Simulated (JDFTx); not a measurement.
**Ta: converge calculation**

Ta (Im-3m, 1 atom in the cell), computed with Kohn-Sham DFT of a periodic cell, BLYP, Ansatz-NC-PBE, no spin polarisation (JDFTx 1.7.0 (patched build)).

The structure derives from an entry of the Crystallography Open Database.

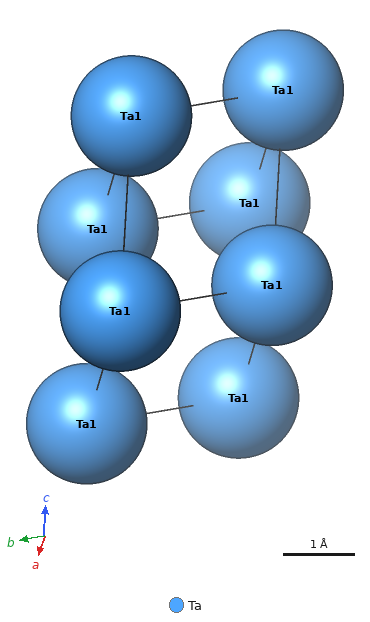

*The input geometry (spheres-only view of the cell of the calculation, seen at an oblique angle; atoms are numbered from 1 in the order of the input).*

### The input
```
lattice \
   -3.1204669551     3.1204669551     3.1204669551 \
    3.1204669551    -3.1204669551     3.1204669551 \
    3.1204669551     3.1204669551    -3.1204669551
coords-type Cartesian
ion Ta     0.0000000000     0.0000000000     0.0000000000 1

ion-species pseudo/Ta.upf
elec-cutoff 37
elec-ex-corr gga-x-b88 gga-c-lyp
kpoint-folding 11 11 11
elec-smearing Cold 0.0027561992
elec-n-bands 20
electronic-SCF nIterations 100 energyDiffThreshold 1e-09
electronic-minimize nIterations 30 energyDiffThreshold 1e-7
forces-output-coords Cartesian

dump-name run.$VAR
dump End Ecomponents EigStats BandEigs Kpoints Forces Stress
```

Hardware: 1 thread of Arm Neoverse V1, 24 GiB of memory available, shared host.

Run as:
```bash
jdftx -c 1 -i Ta.in -o Ta.out
```

### What the program printed
```
*************** JDFTx 1.7.0 (patched build) ***************

Input parsed successfully to the following command list (including defaults):
[... the input with its defaults ...]

---------- Setting up symmetries ----------

Found 48 point-group symmetries of the bravais lattice
Found 48 space-group symmetries with basis
Applied RMS atom displacement 0 bohrs to make symmetries exact.

---------- Initializing the Grid ----------
R =
[     -3.12047      3.12047      3.12047  ]
[      3.12047     -3.12047      3.12047  ]
[      3.12047      3.12047     -3.12047  ]
unit cell volume = 121.54
G =
[ 4.28637e-17    1.00677    1.00677  ]
[    1.00677 4.28637e-17    1.00677  ]
[    1.00677    1.00677 4.28637e-17  ]
Minimum fftbox size, Smin = [  32  32  32  ]
Chosen fftbox size, S = [  32  32  32  ]

---------- Exchange Correlation functional ----------
Initialized LibXC exchange functional 'Becke 88'
Initialized LibXC correlation functional 'Lee, Yang & Parr'

---------- Setting up pseudopotentials ----------
Width of ionic core gaussian charges (only for fluid interactions / plotting) set to 0

Reading pseudopotential file 'pseudo/Ta.upf':
  'Ta' pseudopotential, 'PBE' functional
  Ansatz make-channels, of a published file: Generated using ONCVPSP code by D. R. Hamann

Initialized 1 species with 1 total atoms.

Folded 1 k-points by 11x11x11 to 1331 k-points.

---------- Setting up k-points, bands, fillings ----------
Reduced to 56 k-points under symmetry.
Computing the number of bands and number of electrons
Calculating initial fillings.
nElectrons:  27.000000   nBands: 20   nStates: 56

----- Setting up reduced wavefunction bases (one per k-point) -----
average nbasis = 1305.711 , ideal nbasis = 1306.518

---------- Setting up ewald sum ----------
Optimum gaussian width for ewald sums = 1.948352 bohr.
Real space sum over 2197 unit cells with max indices [  6  6  6  ]
Reciprocal space sum over 2197 terms with max indices [  6  6  6  ]

---------- Allocating electronic variables ----------
Initializing wave functions:  linear combination of atomic orbitals
Note: number of bands (20) exceeds available atomic orbitals (17)
Ta pseudo-atom occupations:   s ( 2 2 )  p ( 6 )  d ( 3 )  f ( 14 )
	FillingsUpdate:  mu: +1.006353129  nElectrons: 27.000000
LCAOMinimize: Iter:   0  F: -263.6651924948404258  |grad|_K:  2.360e-04  alpha:  1.000e+00
	FillingsUpdate:  mu: +1.008497532  nElectrons: 27.000000
LCAOMinimize: Iter:   1  F: -263.6656642949352545  |grad|_K:  5.677e-06  alpha:  7.509e-01  linmin:  2.297e-02  cgtest: -1.693e-01
	FillingsUpdate:  mu: +1.008487160  nElectrons: 27.000000
LCAOMinimize: Iter:   2  F: -263.6656646448599304  |grad|_K:  9.826e-07  alpha:  1.003e+00  linmin: -4.025e-04  cgtest:  1.968e-01
LCAOMinimize: Encountered beta<0, resetting CG.
	FillingsUpdate:  mu: +1.008478323  nElectrons: 27.000000
LCAOMinimize: Iter:   3  F: -263.6656646529256705  |grad|_K:  2.544e-08  alpha:  7.460e-01  linmin:  6.319e-05  cgtest: -1.040e-03
LCAOMinimize: Converged (|Delta F|<1.000000e-06 for 2 iters).

-------- Electronic minimization -----------
Will mix electronic density at each iteration.
	FillingsUpdate:  mu: +1.008478323  nElectrons: 27.000000
	FillingsUpdate:  mu: +1.003993944  nElectrons: 27.000000
SCF: Cycle:  0   F: -263.680182848222671   dF: -1.452e-02   |Residual|: 1.681e-02   |deigs|: 1.044e-01
	FillingsUpdate:  mu: +1.002360817  nElectrons: 27.000000
SCF: Cycle:  1   F: -263.680593507185733   dF: -4.107e-04   |Residual|: 5.926e-03   |deigs|: 5.408e-03
	FillingsUpdate:  mu: +1.001670449  nElectrons: 27.000000
SCF: Cycle:  2   F: -263.680621430678571   dF: -2.792e-05   |Residual|: 2.371e-03   |deigs|: 2.050e-03
	FillingsUpdate:  mu: +1.001613776  nElectrons: 27.000000
SCF: Cycle:  3   F: -263.680621991320379   dF: -5.606e-07   |Residual|: 6.748e-04   |deigs|: 1.544e-04
	FillingsUpdate:  mu: +1.001592903  nElectrons: 27.000000
SCF: Cycle:  4   F: -263.680622178716817   dF: -1.874e-07   |Residual|: 3.353e-04   |deigs|: 1.040e-04
	FillingsUpdate:  mu: +1.001585144  nElectrons: 27.000000
SCF: Cycle:  5   F: -263.680622219091219   dF: -4.037e-08   |Residual|: 2.229e-04   |deigs|: 7.168e-05
	FillingsUpdate:  mu: +1.001585063  nElectrons: 27.000000
SCF: Cycle:  6   F: -263.680622229053768   dF: -9.963e-09   |Residual|: 8.922e-05   |deigs|: 1.634e-05
	FillingsUpdate:  mu: +1.001585655  nElectrons: 27.000000
SCF: Cycle:  7   F: -263.680622231128211   dF: -2.074e-09   |Residual|: 3.973e-05   |deigs|: 7.513e-06
	FillingsUpdate:  mu: +1.001586253  nElectrons: 27.000000
SCF: Cycle:  8   F: -263.680622231653672   dF: -5.255e-10   |Residual|: 9.066e-06   |deigs|: 7.166e-06
	FillingsUpdate:  mu: +1.001586075  nElectrons: 27.000000
SCF: Cycle:  9   F: -263.680622231730183   dF: -7.651e-11   |Residual|: 3.098e-06   |deigs|: 4.564e-06
SCF: Converged (|Delta E|<1.000000e-09 for 2 iters).

Setting wave functions to eigenvectors of Hamiltonian
WARNING: the partial cores' own exchange and correlation, taken off the total, pulls at atoms by up to 2.1e-30 Eh/a0
   and adds 15157.460 GPa to the pressure: cores overlap, or the grid is coarse for them. See exc-core.

# Stress tensor in Cartesian coordinates [Eh/a0^3]:
[    -0.515488            0            0  ]
[            0    -0.515488            0  ]
[            0            0    -0.515488  ]

# Ionic positions in cartesian coordinates:
ion Ta   0.000000000000000   0.000000000000000   0.000000000000000 1

# Forces in Cartesian coordinates:
force Ta  -0.000000000000000  -0.000000000000000  -0.000000000000000 1

# Energy components:
   Eewald =     -212.5484120538281445
       EH =       65.6687569317432462
     Eloc =     -170.1592353833075890
      Enl =      -60.8451540836414324
      Exc =      -49.0171024056824720
 Exc_core =       32.5414279567777029
       KE =      130.6788608671668896
-------------------------------------
     Etot =     -263.6808581707717849
       TS =       -0.0002359390416207
-------------------------------------
        F =     -263.6806222317301831

IonicMinimize: Iter:   0  F: -263.680622231730183  |grad|_K:  0.000e+00
IonicMinimize: Converged (|grad|_K<1.000000e-04).

#--- Lowdin population analysis ---
# oxidation-state Ta +0.062

Dumping 'run.eigStats' ...
	eMin: -1.464890 at state 0 ( [ +0.000000 +0.000000 +0.000000 ] spin 0 )
	HOMO: +0.998486 at state 28 ( [ +0.090909 +0.363636 -0.363636 ] spin 0 )
	mu  : +1.001586
	LUMO: +1.001409 at state 33 ( [ +0.090909 -0.454545 -0.454545 ] spin 0 )
	eMax: +1.733799 at state 26 ( [ +0.090909 +0.272727 -0.272727 ] spin 0 )
	HOMO-LUMO gap: +0.002923
	Optical gap  : +0.012215 at state 27 ( [ +0.090909 +0.272727 -0.181818 ] spin 0 )
Done!
```

### Results in brief

| quantity | value |
| --- | --- |
| outcome | converged |
| space group (tolerance 0.01 Å) | Im-3m (229) |
| electrons treated | 27 |
| free energy | −7175.1153 eV |
| Fermi energy | 27.255 eV |
| gap on the k-point mesh | none (metallic) |
| pressure | 15166.18 GPa |
| largest force (length of the vector) | under 0.001 eV/Å |
| wall time | 35 s |
| peak memory | 0.09 GiB |

### Notes

Settings chosen away from the usual ones: smearing_width set to 0.15. The settings depart from the standard set-up of this series, which can bear on the numbers. Notes on the run: WARNING: the partial cores' own exchange and correlation, taken off the total, pulls at atoms by up to 2.1e-30 Eh/a0. Spin–orbit coupling is left out, which matters for Ta.
